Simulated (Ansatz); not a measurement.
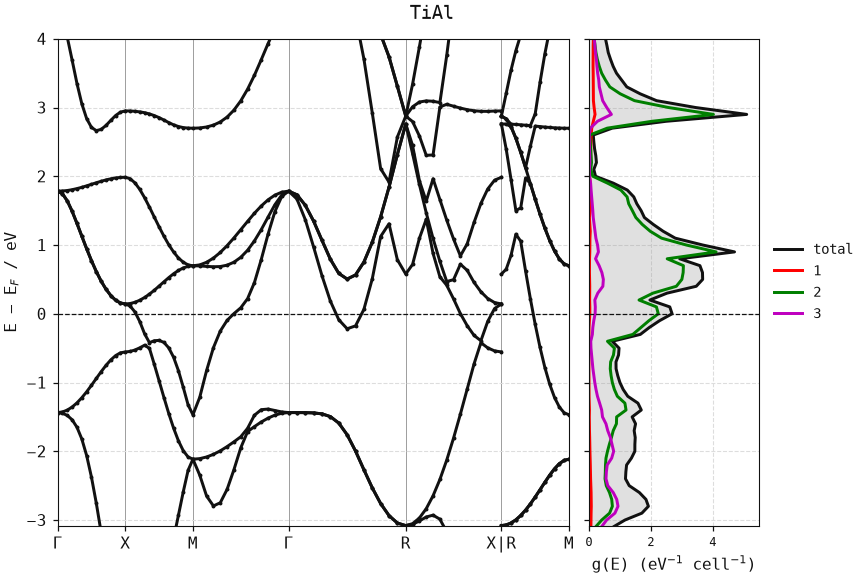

Band structure and density of states. Energies are counted from the Fermi level. The partial curves are projected on Löwdin-orthogonalised atomic shells.

System: TiAl, space group Pm-3m, 2 atoms in the cell; a = 3.19 Å, b = 3.19 Å, c = 3.19 Å, α = 90.00°, β = 90.00°, γ = 90.00°.

Level of theory: DFT PBE, scalar-relativistic, plane waves, PAW, no spin polarisation, 14×14×14 k mesh, Gaussian smearing of 0.1 eV; code Ansatz 0.2.0.

Assign each number in the legend. The candidates: Al 3p, Al 3s, Ti 3d.

Answer. 1 is Al 3s; 2 is Ti 3d; 3 is Al 3p.

Metal, semiconductor or insulator?

Answer. A metal: 1 band crosses the Fermi level along this path.
